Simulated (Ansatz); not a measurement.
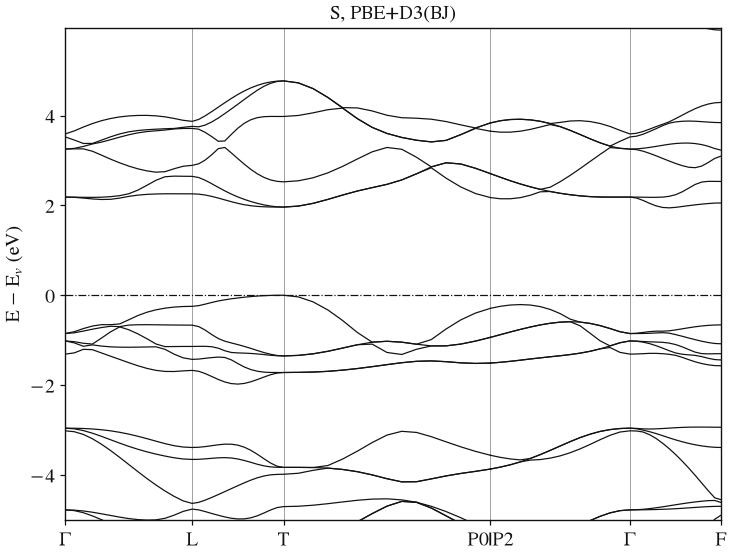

Band structure. Energies are counted from the top of the valence band.

Calculation on S, space group R-3 (No. 148), 6 atoms in the cell; a = 6.26 Å, b = 6.26 Å, c = 6.26 Å, α = 115.19°, β = 115.19°, γ = 115.19°.

Ansatz 0.2.0; DFT PBE+D3(BJ), scalar-relativistic, plane waves, PAW, no spin polarisation, 6×6×6 k mesh, 420 eV cutoff, Gaussian smearing of 0.02 eV.

> Is there a gap? Give its size, its kind and where the band edges lie.

The material is gapped. The gap along this path is 1.95 eV, from the valence-band top at T to the conduction-band bottom between Γ and F; the smallest direct gap, at T, is only slightly larger at 1.96 eV. Points of the k mesh off the path narrow it to 1.87 eV.

> How many bands meet at the valence-band top?

The top valence level at T is a single band, not degenerate (spin aside).
